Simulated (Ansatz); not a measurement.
```
CELL_PARAMETERS angstrom
4.08803 0.00000 0.00000
0.00000 4.08803 0.00000
0.00000 0.00000 2.85133
ATOMIC_POSITIONS crystal
Al 0.50000 0.00000 0.50000
Al 0.00000 0.50000 0.50000
Cu 0.00000 0.00000 0.00000
```

Space group P4/mmm; a structure from a database of computed crystals, not necessarily the ambient phase; computed without spin polarisation.

Computed with DFT r2SCAN, scalar-relativistic, plane waves, PAW in Ansatz 0.2.0.

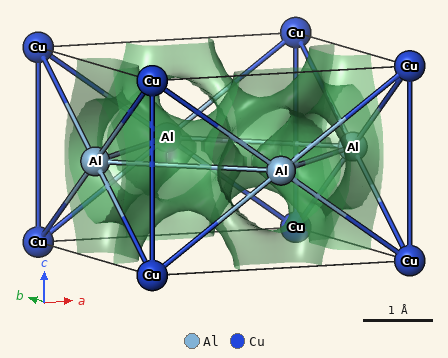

Al2Cu. Isosurface of the ELF at 0.55 (green), seen slightly off an axis. Core shells and regions of very low density are left out. Sticks mark near contacts.

Core electrons are frozen (PAW), and the valence fields are smoothed inside the atomic spheres.

Q: Identify the bonds, lone pairs and shells in this picture.

A: The surface consists of one network that runs through the whole crystal, counted in one cell of 3 atoms. Regions shared between cells count once. Along the contacts the grid gives the following. Al–Cu (2.49 Å): the ELF peaks at about 0.60 between the atoms. Al–Al (2.85 Å): the ELF peaks at about 0.65 between the atoms.

Q: Does the calculation make it a metal, or give it a gap?

A: It is gapless in this calculation (a metal or semimetal).
